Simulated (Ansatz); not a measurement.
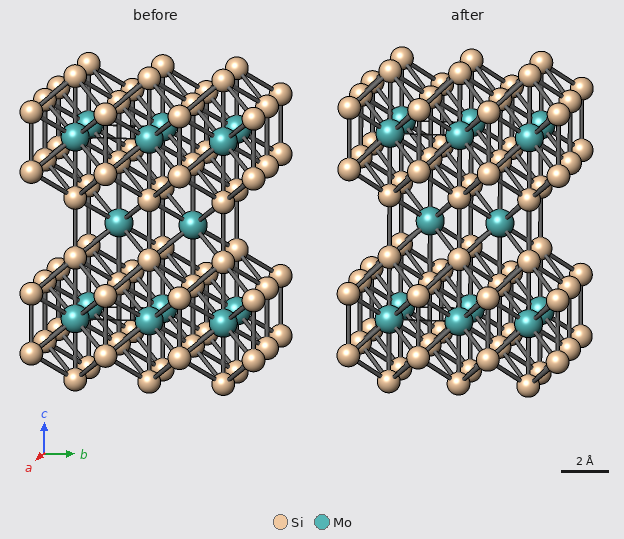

The structure of crystalline Si2Mo (set up in I4/mmm) before (left) and after (right) a relaxation, at one scale.

Style: ball-and-stick. Shown: the conventional cell (2 times the calculation's cell), repeated 1 × 2 × 1 with one cell outlined, slightly off an axis. Lengths and directions refer to the drawn axes.

The calculation used DFT PBE, scalar-relativistic, plane waves, PAW (Ansatz). Settings: plane-wave cutoff 420 eV; k-point mesh 14 × 14 × 14; occupations gaussian; smearing width 0.15 eV; no spin polarisation.

**What changed between the two?**

The largest moves relative to the cell, 0.008 Å, are those of Si atoms. Mo stays in place. The volume changes by −5.5 %, with a 3.217 → 3.148 Å (−2.1 %), b 3.217 → 3.043 Å (−5.4 %), c 7.873 → 8.045 Å (+2.2 %), α 90.0° → 89.7°, β 90.0° → 91.2°, γ 90.0° → 87.3°. Some distances before and after: Mo–Mo 3.217 → 3.043 Å, Si–Si 2.640 → 2.502 Å, Mo–Si 2.619 → 2.501 Å, Mo–Si 2.619 → 2.538 Å. The space group (tolerance 0.01 Å) goes from I4/mmm (No. 139) to P-1 (No. 2).
